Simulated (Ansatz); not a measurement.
# AlGa2As3: from a guess to a relaxed structure

The task: take a trial cell of AlGa2As3 to zero force and stress.

Method: DFT PBE, scalar-relativistic, plane waves, PAW, in Ansatz 0.2.0.

1 further run of the same task is left out (it didn't finish).

## 1. Starting point

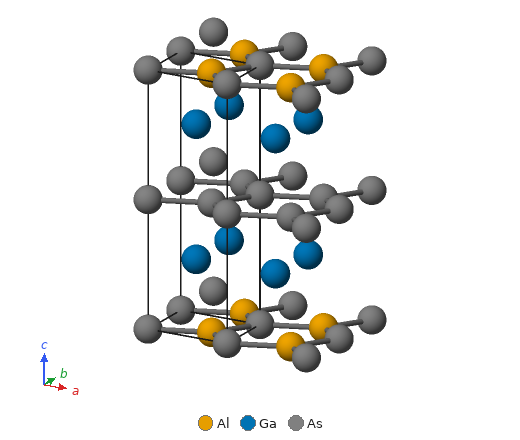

The starting structure, seen slightly off an axis (aluminium amber, gallium blue, arsenic grey). 2×2×1 cells are drawn. Atoms on the faces are drawn again on the opposite ones.

Structure file:

```
Al Ga As
1.0
     4.17354    0.00000    0.00000
    -2.08677    3.61440    0.00000
     0.00000    0.00000    9.53789
Al Ga As
1 2 3
Direct
  0.66667 0.33333 0.00000
  0.33333 0.66667 0.23912
  0.33333 0.66667 0.76088
  0.66667 0.33333 0.50000
  0.00000 0.00000 0.00000
  0.00000 0.00000 0.50000
```

Recipe of the guess: species swapped into a database cell of Sr2Si3Ni (P-6m2, No. 187), with Ga on the Sr sites, As on the Si sites and Al on the Ni sites. Its size is a rough estimate.

## 2. The guess as it stands, on a coarse mesh

File input.yaml:

```yaml
crystal:
  lattice:
    - [4.17354411, 0.0, 0.0]
    - [-2.08677205, 3.61439522, 0.0]
    - [0.0, 0.0, 9.53788624]
  atoms:
    - { symbol: Al, position: [0.66666667, 0.33333333, 0.0] }
    - { symbol: Ga, position: [0.33333333, 0.66666667, 0.239123] }
    - { symbol: Ga, position: [0.33333333, 0.66666667, 0.760877] }
    - { symbol: As, position: [0.66666667, 0.33333333, 0.5] }
    - { symbol: As, position: [0.0, 0.0, 0.0] }
    - { symbol: As, position: [0.0, 0.0, 0.5] }
basis:
  ecutwfc: 420
kpoints:
  mp_grid: { grid: [6, 6, 2] }
hamiltonian:
  xc: pbe
scf:
  occupations: { method: gaussian, width: 0.1 }
  lower_state_search: "off"
output:
  forces: true
  stress: true
  eigenvalues: true
```

Run with:

```
> ansatz run input.yaml --threads 1 --pin off --max-ram 2560MiB --backend cpu --events-out ev --progress --plain --runs-dir out
```

Log (excerpt; [...] marks lines left out):

```text
[...]
SCF converged after 9 iterations
Free energy (F): -22670.025163 eV
[...]
E sigma→0 (E₀):  -22670.020117 eV
Entropy (-TS):   -0.010091 eV (-1.682 meV/atom)
Fermi energy:    7.830578 eV
[...]
--- Forces (eV/Å), atoms counted from 1 ---
  atom   1  Al    -0.00000000     0.00000000     0.00000000
  atom   2  Ga     0.00000000     0.00000000     0.21414515
  atom   3  Ga    -0.00000000     0.00000000    -0.21414515
  atom   4  As     0.00000000     0.00000000    -0.00000000
  atom   5  As     0.00000000     0.00000000    -0.00000000
  atom   6  As     0.00000000    -0.00000000     0.00000000
[...]
--- Stress (GPa, compression-positive) ---
        6.987912       0.000000       0.000000
        0.000000       6.987912      -0.000000
        0.000000      -0.000000      -2.973775
  P = ⅓ Tr σ = 3.6673 GPa (36.673 kbar)
--- Band table (eV; the first three rows and the last of 14) ---
[...]
```

Run time: 13 s. Hardware: 1 thread of AMD EPYC (Zen 3), shared host; peak memory 0.41 GiB.

From the probe: pressure 3.7 GPa, largest force 0.21 eV/Å, gap on this mesh none (metal). The coarse relaxation is skipped.

## 3. Relaxation on the finer mesh

input.yaml: that of step 2 with these lines changed.

```diff
@@ -15,3 +15,3 @@
 kpoints:
-  mp_grid: { grid: [6, 6, 2] }
+  mp_grid: { grid: [12, 12, 4] }
 hamiltonian:
@@ -20,3 +20,2 @@
   occupations: { method: gaussian, width: 0.1 }
-  lower_state_search: "off"
 output:
@@ -25 +24,10 @@
   eigenvalues: true
+  write_density: true
+  write_potential: true
+  elf: true
+  volumetric_format: npy
+relax:
+  adjacent_minimum: "off"
+  f_tol: 0.01
+  max_steps: 80
+  cell: { stress_tol: 0.05 }
```

Run with:

```
> ansatz run input.yaml --threads 1 --pin off --max-ram 2560MiB --backend cpu --events-out ev --progress --plain --runs-dir out
```

Log:

```text
Warning: RAYON_NUM_THREADS=1 ignored (pool sized by the plan → 1); use --threads N
Engine: ansatz 0.2.0, x86_64-unknown-linux-gnu
Pseudopotentials: kind: paw
Pseudopotential: Al, paw, valence charge 3, recommended cutoff 420 eV (normal), Al.paw.azcp
Pseudopotential: Ga, paw, valence charge 13, recommended cutoff 420 eV (normal), Ga.paw.azcp
Pseudopotential: As, paw, valence charge 15, recommended cutoff 420 eV (normal), As.paw.azcp
Functional definition: PBE
  parameter kappa = 0.804
  parameter beta = 0.06672455060314922
  exchange = pbe_x(kappa = kappa, mu = beta*pi^2/3)
  correlation = pbe_c(beta = beta)
Crystal: 6 atoms, lattice volume = 143.877 Å³
Basis set: ecut = 420 eV, 2785 PW (Γ), exchange–correlation on 60×60×128 points (8 copies of the dense FFT grid, shifted against one another)
Bands: 45, of which v1, the nominal top of the filled ones, is band 37 counted from 1 (36 counted from 0)
Symmetry: 12 space group operations
Space group: P-6m2 (ITA 187), of the structure as read, at distance tolerance 5.2e-5 Å
k-points: 57 of 576 (time reversal used)
Non-local potential: Al, projectors of the file, l = 0: 2, l = 1: 2, l = 2: 1
Non-local potential: Ga, projectors of the file, l = 0: 2, l = 1: 2, l = 2: 3, l = 3: 1
Non-local potential: As, projectors of the file, l = 0: 2, l = 1: 2, l = 2: 3, l = 3: 1
PAW form: soft (Blöchl's): semilocal exchange-correlation on the pseudo side does not see the compensation charge
PAW one-centre angular grid: Al, 110 points (default); XC on 64 Gauss nodes
PAW one-centre angular grid: Ga, 590 points (default); XC on 64 Gauss nodes
PAW one-centre angular grid: As, 590 points (default); XC on 64 Gauss nodes
Initial density: superposition of atomic densities (neutral atoms: chi_scale 0, normalization atom), corrected by the library's trained network
Initial wavefunctions: pseudopotential atomic-orbital guess
Functional: x = pbe(κ = 0.804, μ = 0.2195149727645171), c = pbe(β = 0.06672455060314922)
SCF iter   1: F=—  HF=-22670.015504 eV  |F-HF|=—  |Δ(HF+E_count)|=         —  Δρ=2.52e-3  dr2=3.11e-2  ethr=1.77e-3  ⟨swp⟩=6.9  Hψ=9867  notcnv=0
preconditioner: auto → Kerker (q_TF=auto, 2.442 Å⁻¹)  [metal: Δε(μ)=0.007 eV  Ē_g=12.162 eV  σ=0.100 eV  W_gap=0.04  n_scr=36 (ndim 8)  ℏωp=20.5 eV  f_vac=0.000  D(μ)=2.53/eV (n_scr^D=10)]
SCF iter   2: F=—  HF=-22670.010975 eV  |F-HF|=—  |Δ(HF+E_count)|=   4.53e-3  Δρ=1.51e-3  dr2=1.02e-2  ethr=4.20e-5  ⟨swp⟩=1.0  Hψ=3022  notcnv=0
SCF iter   3: F=—  HF=-22670.009630 eV  |F-HF|=—  |Δ(HF+E_count)|=   1.34e-3  Δρ=7.52e-4  dr2=1.68e-3  ethr=1.38e-5  ⟨swp⟩=2.0  Hψ=4554  notcnv=0
SCF iter   4: F=—  HF=-22670.008734 eV  |F-HF|=—  |Δ(HF+E_count)|=   8.96e-4  Δρ=3.17e-4  dr2=4.51e-4  ethr=2.27e-6  ⟨swp⟩=2.0  Hψ=4558  notcnv=0
SCF iter   5: F=—  HF=-22670.008673 eV  |F-HF|=—  |Δ(HF+E_count)|=   6.16e-5  Δρ=1.38e-4  dr2=1.08e-4  ethr=6.09e-7  ⟨swp⟩=2.0  Hψ=4558  notcnv=0
SCF iter   6: F=—  HF=-22670.008645 eV  |F-HF|=—  |Δ(HF+E_count)|=   2.73e-5  Δρ=1.01e-4  dr2=3.40e-5  ethr=1.46e-7  ⟨swp⟩=2.0  Hψ=4530  notcnv=0
SCF iter   7: F=—  HF=-22670.008646 eV  |F-HF|=—  |Δ(HF+E_count)|=   7.65e-7  Δρ=3.35e-5  dr2=4.39e-6  ethr=4.60e-8  ⟨swp⟩=2.0  Hψ=3719  notcnv=0
SCF iter   8: F=—  HF=-22670.008646 eV  |F-HF|=—  |Δ(HF+E_count)|=   3.39e-7  Δρ=1.08e-5  dr2=3.07e-7  ethr=5.93e-9  ⟨swp⟩=2.0  Hψ=4024  notcnv=0
SCF iter   9: F=-22670.008646 eV  HF=-22670.008646 eV  |F-HF|=1.93e-8  |Δ(HF+E_count)|=   2.30e-7  Δρ=5.07e-6  dr2=5.06e-8  ethr=1.35e-10  ⟨swp⟩=13.2  Hψ=19505  notcnv=0
SCF 1 converged in 9 iterations: F = -22670.008646 eV  dr2 = 5.06e-8
  Residual-converged pass: ⟨swp⟩=1.0  Hψ=2794  notcnv=0  max |occ|·‖R‖ = 7.1e-9 eV (tolerance 1.0e-8 eV)  dr2=5.06e-8  dr2_onsite=2.11e-8  max |Δocc| = 8.6e-11
relax step   1: F+E_penalty+E_count = -22670.00864624 eV  Δ(F+E_penalty+E_count) = +0.000e0 eV  max|allowed force component| = 1.294e-1 eV/Å  Δτ_max = 0.0000 Å  P = +3.199 GPa  Ω = 143.877 Å³  (9 SCF iters, dr2 threshold 1.00e-7 eV, accepted)
[... from here on, the SCF cycles and remarks between the steps are left out ...]
relax step   2: F+E_penalty+E_count = -22670.30794977 eV  Δ(F+E_penalty+E_count) = -2.993e-1 eV  max|allowed force component| = 1.070e-1 eV/Å  Δτ_max = 0.0300 Å  P = +0.581 GPa  Ω = 145.917 Å³  energy of the carried Pulay correction = -3.339e-4 eV  (8 SCF iters, dr2 threshold 6.00e-7 eV, accepted)
relax step   3: F+E_penalty+E_count = -22670.48569719 eV  Δ(F+E_penalty+E_count) = -1.777e-1 eV  max|allowed force component| = 9.825e-2 eV/Å  Δτ_max = 0.0501 Å  P = -0.209 GPa  Ω = 142.872 Å³  energy of the carried Pulay correction = +1.663e-4 eV  (8 SCF iters, dr2 threshold 6.00e-7 eV, accepted)
relax step   4: F+E_penalty+E_count = -22670.61802546 eV  Δ(F+E_penalty+E_count) = -1.323e-1 eV  max|allowed force component| = 1.010e-1 eV/Å  Δτ_max = 0.0523 Å  P = -0.456 GPa  Ω = 138.177 Å³  energy of the carried Pulay correction = +9.590e-4 eV  (8 SCF iters, dr2 threshold 6.00e-7 eV, accepted)
relax step   5: F+E_penalty+E_count = -22670.69515421 eV  Δ(F+E_penalty+E_count) = -7.713e-2 eV  max|allowed force component| = 1.472e-2 eV/Å  Δτ_max = 0.0767 Å  P = -0.224 GPa  Ω = 132.062 Å³  energy of the carried Pulay correction = +2.032e-3 eV  (8 SCF iters, dr2 threshold 6.00e-7 eV, accepted)
relax step   6: F+E_penalty+E_count = -22670.69839163 eV  Δ(F+E_penalty+E_count) = -3.237e-3 eV  max|allowed force component| = 1.095e-2 eV/Å  Δτ_max = 0.0325 Å  P = -0.015 GPa  Ω = 130.145 Å³  energy of the carried Pulay correction = +2.378e-3 eV  (8 SCF iters, dr2 threshold 4.12e-7 eV, accepted)
relax step   7: F+E_penalty+E_count = -22670.69849290 eV  Δ(F+E_penalty+E_count) = -1.013e-4 eV  max|allowed force component| = 1.196e-2 eV/Å  Δτ_max = 0.0103 Å  P = +0.036 GPa  Ω = 129.828 Å³  energy of the carried Pulay correction = +2.436e-3 eV  (7 SCF iters, dr2 threshold 8.79e-9 eV, accepted)
relax step   8: F+E_penalty+E_count = -22670.69844677 eV  Δ(F+E_penalty+E_count) = +4.613e-5 eV  max|allowed force component| = 2.960e-3 eV/Å  Δτ_max = 0.0069 Å  P = -0.115 GPa  Ω = 130.055 Å³  energy of the carried Pulay correction = +2.394e-3 eV  (7 SCF iters, dr2 threshold 8.94e-9 eV, rejected (line search))
relax step   9: F+E_penalty+E_count = -22670.69854614 eV  Δ(F+E_penalty+E_count) = -5.324e-5 eV  max|allowed force component| = 6.502e-3 eV/Å  Δτ_max = 0.0034 Å  P = +0.008 GPa  Ω = 129.872 Å³  energy of the carried Pulay correction = +2.428e-3 eV  (10 SCF iters, accepted)
relax step  10: F+E_penalty+E_count = -22670.69912234 eV  Δ(F+E_penalty+E_count) = -5.762e-4 eV  max|allowed force component| = 6.559e-3 eV/Å  Δτ_max = 0.0000 Å  P = +0.024 GPa  Ω = 129.872 Å³  stress off target by 4.80e-2 GPa  SCF on the basis re-selected at this cell (its energy is not comparable with the rows above)  (9 SCF iters)
basis re-selected at this cell: Δ(F+E_penalty+E_count) = -5.762e-4 eV, ΔP = +0.016 GPa vs the last step (what re-selecting the basis moved, of the pressure what is left beyond the Pulay correction that the steps carried, after the strain that the cell walked since its last selection, with what the two solves' SCF thresholds leave and, on support functions, any second-order correction that the steps lacked; it is no measure of the basis error at this ecutwfc). The dense FFT grid was sized anew with the basis: this SCF ran on 30×30×54 points, the steps before it on 30×30×64, so part of this shift can come from that change (see relax.cell in the input reference). This SCF's stress stands 4.80e-2 GPa from its target on what of the cell is left free (relax.cell.stress_tol is 5.00e-2 GPa) and its largest allowed force component is 6.56e-3 eV/Å (relax.f_tol is 1.00e-2 eV/Å): within both
SCF converged after 9 iterations
Free energy (F): -22670.699122 eV
Harris-Foulkes:  -22670.699122 eV  (|F-HF|=2.18e-11)
Internal energy: -22670.688611 eV  (E = F + TS)
E sigma→0 (E₀):  -22670.693867 eV
Entropy (-TS):   -0.010511 eV (-1.752 meV/atom)
Fermi energy:    8.818266 eV
--- Per-component energies (eV) ---
  E_band       = -849.089657
  E_kinetic    = 554.753926
  E_local      = -9783.318585  (includes V_loc(G=0)·N_el)
  E_nonlocal   = -1160.102391
  E_hartree    = 5014.487062
  E_xc         = -414.630100
  E_vxc        = -380.368462  (∫ρ·V_xc dr)
  E_paw        = -9937.921881  (= ΣΔE_a)
  E_vpaw       = -109.028272  (= ΣTr[D̂ρ^β])
  E_aug_tail   = -0.000199  (compensation charges beyond the density's cutoff)
  E_ewald      = -6943.956444
  E_smearing   = -0.010511  (= −TS)
  E_closure    = 0.000000  (closes the sum)
  Σ components = -22670.699122   (vs F -22670.699122, Δ=0.00e0)
--- Forces (eV/Å), atoms counted from 1 ---
  atom   1  Al    -0.00000000     0.00000000     0.00000000
  atom   2  Ga     0.00000000    -0.00000000    -0.00655899
  atom   3  Ga     0.00000000    -0.00000000     0.00655899
  atom   4  As     0.00000000     0.00000000     0.00000000
  atom   5  As     0.00000000     0.00000000    -0.00000000
  atom   6  As    -0.00000000    -0.00000000    -0.00000000
  max |Σ_I F_I| component: 1.53e-17 eV/Å
--- Stress (GPa, compression-positive) ---
        0.048042       0.000000       0.000000
        0.000000       0.048042       0.000000
        0.000000       0.000000      -0.023932
  P = ⅓ Tr σ = 0.0241 GPa (0.241 kbar)
--- Band table (eV; the first three rows and the last of 57) ---
  k-point 0: bands = ["-27.2768", "-27.2768", "-27.2131", "-27.2131", "-27.2024", "-27.1004", "-27.1004", "-27.0042", "-27.0042", "-26.9742", "-26.8970", "-26.8970", "-26.8667", "-26.8667", "-26.8633", "-6.0187", "-6.0150", "-6.0150", "-6.0058", "-6.0058", "-6.0019", "-6.0019", "-5.9978", "-5.9978", "-5.9836", "-4.9639", "-3.0204", "1.5712", "2.0595", "4.5411", "5.1765", "5.1765", "6.5029", "6.5029", "6.8190", "7.8337", "8.1057", "8.1057", "9.5686", "10.3202", "10.5924", "10.5924", "11.2321", "11.4676", "11.4676"]
[... 3 lines left out ...]
--- Relaxed structure (9 steps of the walk, 8 accepted, 1 SCFs on fresh bases) ---
  F+E_penalty+E_count = -22670.69912234 eV   max|allowed force component| = 6.559e-3 eV/Å   (the final SCF, on the basis selected at the relaxed cell)
  cell:  # Å, volume = 129.8717 Å³
    - [4.445501053585731, -3.074858069746238e-9, -1.0753448269391352e-17]
    - [-2.2227505241299603, 3.849916846493159, 5.376724128254238e-18]
    - [-2.4575076630688298e-17, -6.660629804041659e-33, 7.588261764548138]
  atoms:
    - { symbol: Al, position: [0.6666666666666666, 0.33333333333333337, 4.81482486096809e-34] }
    - { symbol: Ga, position: [0.33333333333333337, 0.6666666666666667, 0.2583765074573509] }
    - { symbol: Ga, position: [0.33333333333333337, 0.6666666666666667, 0.7416234925426494] }
    - { symbol: As, position: [0.6666666666666666, 0.33333333333333337, 0.5] }
    - { symbol: As, position: [-6.4613547345056344e-34, -4.414512980183041e-34, 4.790090484994723e-34] }
    - { symbol: As, position: [-1.1555579666323415e-33, -2.4307573967336167e-33, 0.5] }
```

Wall time 13 min (1 thread of AMD EPYC (Zen 3), shared host); peak memory 0.59 GiB.

The steps of the relaxation:

```
step  energy from step 1 (eV/cell)  largest force component (eV/Å)  pressure (GPa)  volume (Å³)
   1                        0.0000                          0.1294            3.20       143.88
   2                       -0.2993                          0.1070            0.58       145.92
   3                       -0.4771                          0.0982           -0.21       142.87
   4                       -0.6094                          0.1010           -0.46       138.18
   5                       -0.6865                          0.0147           -0.22       132.06
   6                       -0.6897                          0.0109           -0.01       130.15
   7                       -0.6898                          0.0120            0.04       129.83
   8                       -0.6898                          0.0030           -0.11       130.06
   9                       -0.6899                          0.0065            0.01       129.87
  10                       -0.6905                          0.0066            0.02       129.87
```

Step 1 is the start. Step 10 repeats the geometry before it on a plane-wave basis chosen anew for that cell, so its energy need not be comparable with the rows above. Step 8 was tried and not accepted.

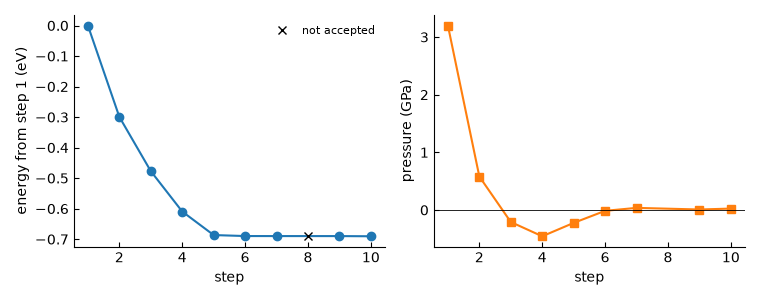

Energy and pressure along the relaxation.

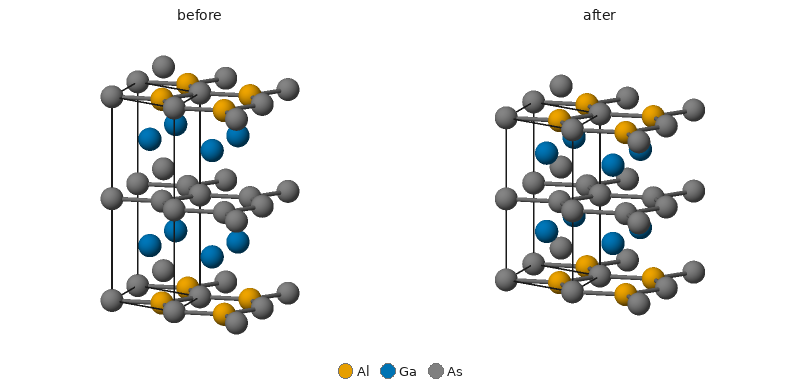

Before and after, at one scale.

|  | before | after | change |
| --- | --- | --- | --- |
| a (Å) | 4.174 | 4.446 | +6.5 % |
| b (Å) | 4.174 | 4.446 | +6.5 % |
| c (Å) | 9.538 | 7.588 | -20.4 % |
| volume (Å³/atom) | 23.98 | 21.65 | -9.7 % |
| shortest distance (Å) | 2.410 | 2.567 | +6.5 % |
| space group (0.01 Å) | P-6m2 | P-6m2 | same |

The run keeps the 12 symmetry operations of the start, so it could not have lowered the symmetry.

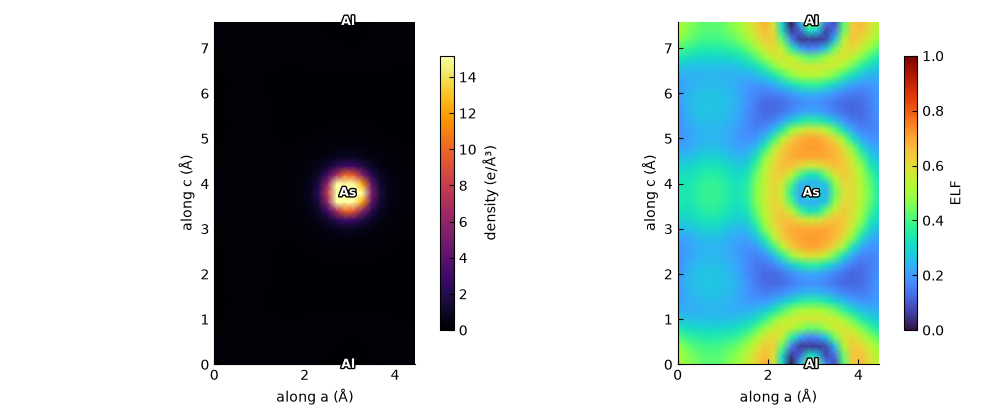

Density (left) and ELF (right) in a lattice plane of the grid's cell (edges 4.45 and 7.59 Å, at 0.333 of the third edge), which holds Al and As. Only atoms in the plane are labelled; the density scale stops at 15.17 e/Å³. Both are smooth fields of the valence electrons: close to the nuclei they are not physical.

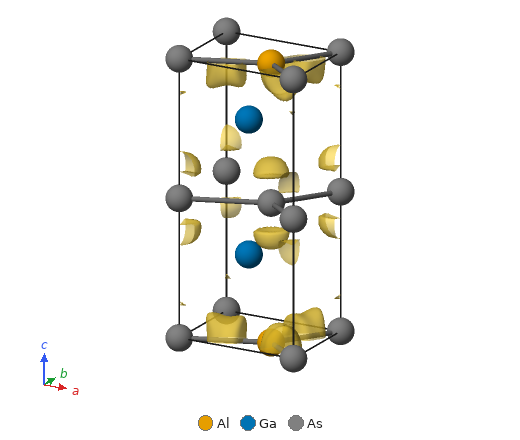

Surface of ELF = 0.68, drawn in one cell.

Outside the cores ELF peaks at 0.83 on the Al–As line, 1.1 Å from Al; 0.74 beside As, off the lines to its neighbours, 1.0 Å from As; 0.57 beside Al, off the lines to its neighbours, 1.0 Å from Al.

(Part 1 of 2 ends here.)
